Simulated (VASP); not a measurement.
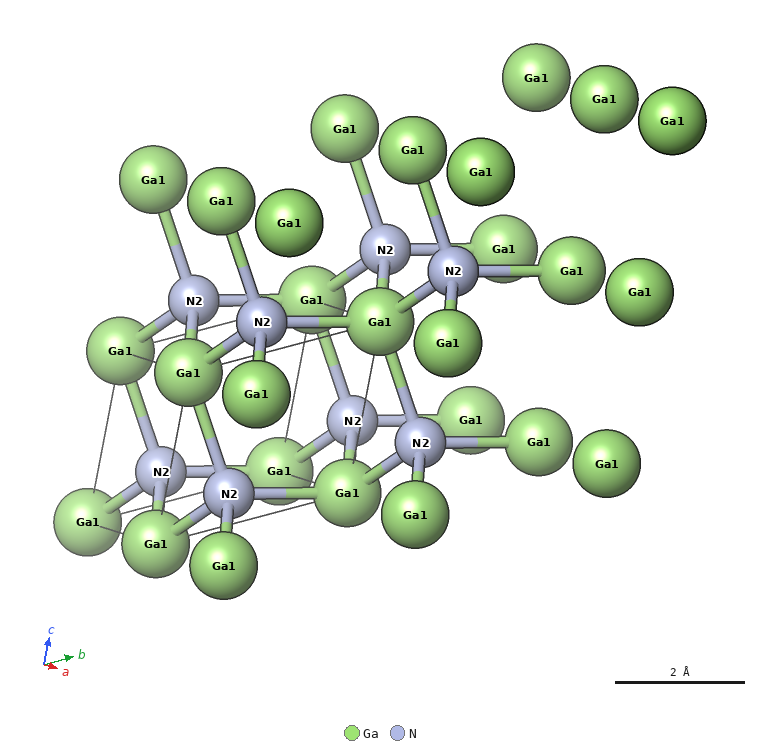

Fig. 1: The structure as given in the input (ball-and-stick view of the reduced cell, repeated 2 × 2 × 2, seen slightly off an axis; atoms are numbered from 1 in the order of the input). Near neighbours in the crystal (not all of them lie inside the picture): Ga has 4 N at 1.92 to 2.03 Å; N has 4 Ga at 1.92 to 2.03 Å.

**GaN: a changed input and its effect**

System: GaN (P1, 2 atoms in the cell).
Method of run 1: DFT, PBE, plane waves, PAW (VASP 6.6.1).

The structure was built on a prototype by a generator. 

## INCAR, run 1
```
ENCUT = 520.000000
SIGMA = 0.020000
EDIFF = 1.00e-07
GGA = PE
PREC = Accurate
IBRION = -1
ISIF = 2
ISMEAR = -1
NBANDS = 16
NELM = 120
NSW = 0
LASPH = .TRUE.
LCHARG = .FALSE.
LWAVE = .FALSE.
LREAL = .FALSE.
```

## KPOINTS, run 1
```
KPOINTS created by Atomic Simulation Environment
0
Gamma
8 8 8
0 0 0
```

## POSCAR, run 1
```
Ga N
 1.0000000000000000
     0.0529000000000000    2.3317000000000001    2.3327000000000000
     2.3218999999999999    0.0626000000000000    2.3230000000000000
     2.2841999999999998    2.2843000000000000    0.1003000000000000
 Ga  N
   1   1
Cartesian
  2.3405774499999996  4.5766333200000000  2.4419050600000003
  1.1627260300000000  1.1379288600000002  1.1947945599999998
```

Command:
```bash
mpirun -np 1 vasp_std
```

Hardware: 1 CPU thread, shared host.

## OSZICAR and lines of OUTCAR (run 1)
```
N       E                     dE             d eps       ncg     rms          rms(c)
DAV:   1     0.825938958266E+02    0.82594E+02   -0.92946E+03  9280   0.201E+03
DAV:   2    -0.804244035302E+01   -0.90636E+02   -0.84198E+02  9488   0.328E+02
DAV:   3    -0.140004271734E+02   -0.59580E+01   -0.59351E+01  9680   0.709E+01
DAV:   4    -0.140712962736E+02   -0.70869E-01   -0.70857E-01 10496   0.836E+00
DAV:   5    -0.140722712813E+02   -0.97501E-03   -0.97500E-03  9952   0.874E-01    0.764E+00
DAV:   6    -0.121056658213E+02    0.19666E+01   -0.50032E+00 12544   0.391E+01    0.270E+00
DAV:   7    -0.121100422922E+02   -0.43765E-02   -0.30699E-01  9112   0.673E+00    0.176E+00
DAV:   8    -0.121060290905E+02    0.40132E-02   -0.64833E-02  9208   0.320E+00    0.826E-01
DAV:   9    -0.121015803704E+02    0.44487E-02   -0.13804E-02 12528   0.255E+00    0.225E-01
DAV:  10    -0.121019883799E+02   -0.40801E-03   -0.13976E-03  9104   0.466E-01    0.116E-01
DAV:  11    -0.121019005207E+02    0.87859E-04   -0.23574E-04 12144   0.244E-01    0.859E-03
DAV:  12    -0.121019052587E+02   -0.47380E-05   -0.26263E-05  9600   0.475E-02    0.611E-03
DAV:  13    -0.121019051666E+02    0.92095E-07   -0.61456E-07 10672   0.135E-02
   1 F= -.12101905E+02 E0= -.12101905E+02  d E =-.330130E-12
[... from OUTCAR:]
   NELECT =      18.0000    total number of electrons
 E-fermi :   5.5174
  free  energy   TOTEN  =       -12.1019051666 eV
  energy  without entropy=      -12.1019051666  energy(sigma->0) =      -12.10190517
```

The input of run 2 differs as follows (lines with − go, lines with + come):
```diff
-NELM = 120
+NELM = 84
-Gamma
+Monkhorst-Pack
```

Predict how the results change.

The free energy of run 2 is 0.28 meV per atom lower, which comes mainly from the change of mesh; a solver setting shouldn't move a converged energy. The gap on the mesh goes from 1.35 to 1.87 eV. The number of SCF iterations is the same. The irreducible k-points go from 260 to 256.

## OSZICAR and lines of OUTCAR (run 2)
```
N       E                     dE             d eps       ncg     rms          rms(c)
DAV:   1     0.814695060887E+02    0.81470E+02   -0.93383E+03  9184   0.200E+03
DAV:   2    -0.827396022640E+01   -0.89743E+02   -0.83982E+02  9472   0.327E+02
DAV:   3    -0.140045869852E+02   -0.57306E+01   -0.57097E+01  9400   0.700E+01
DAV:   4    -0.140714336706E+02   -0.66847E-01   -0.66837E-01 10568   0.814E+00
DAV:   5    -0.140723254612E+02   -0.89179E-03   -0.89178E-03  9656   0.825E-01    0.764E+00
DAV:   6    -0.121061464143E+02    0.19662E+01   -0.49756E+00 12312   0.391E+01    0.270E+00
DAV:   7    -0.121106108816E+02   -0.44645E-02   -0.30789E-01  8952   0.674E+00    0.176E+00
DAV:   8    -0.121066151496E+02    0.39957E-02   -0.65026E-02  9064   0.320E+00    0.829E-01
DAV:   9    -0.121021342976E+02    0.44809E-02   -0.13786E-02 12416   0.255E+00    0.226E-01
DAV:  10    -0.121025439550E+02   -0.40966E-03   -0.13937E-03  9064   0.463E-01    0.117E-01
DAV:  11    -0.121024555206E+02    0.88434E-04   -0.23493E-04 11864   0.244E-01    0.879E-03
DAV:  12    -0.121024602370E+02   -0.47165E-05   -0.26372E-05  9584   0.472E-02    0.600E-03
DAV:  13    -0.121024601496E+02    0.87390E-07   -0.59705E-07 10264   0.130E-02
   1 F= -.12102460E+02 E0= -.12102460E+02  d E =-.208980E-10
[... from OUTCAR:]
   NELECT =      18.0000    total number of electrons
 E-fermi :   5.4087
  free  energy   TOTEN  =       -12.1024601496 eV
  energy  without entropy=      -12.1024601496  energy(sigma->0) =      -12.10246015
```

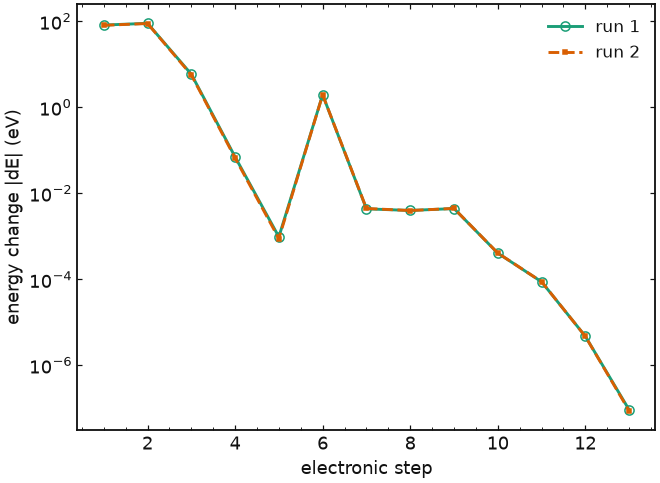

Fig. 2: Convergence of the two runs: energy change |dE| against the electronic step. Run 1 takes 13 steps in all, and run 2 takes 13.

## The two runs side by side

| quantity | run 1 | run 2 |
| --- | --- | --- |
| outcome | converged | converged |
| free energy per atom (eV) | −6.0510 | −6.0512 |
| gap on the mesh (eV) | 1.35 | 1.87 |
| pressure (GPa) | 0.41 | 0.42 |
| largest force (eV/Å) | 0.458 | 0.458 |
| SCF iterations | 13 | 13 |
| irreducible k-points | 260 | 256 |
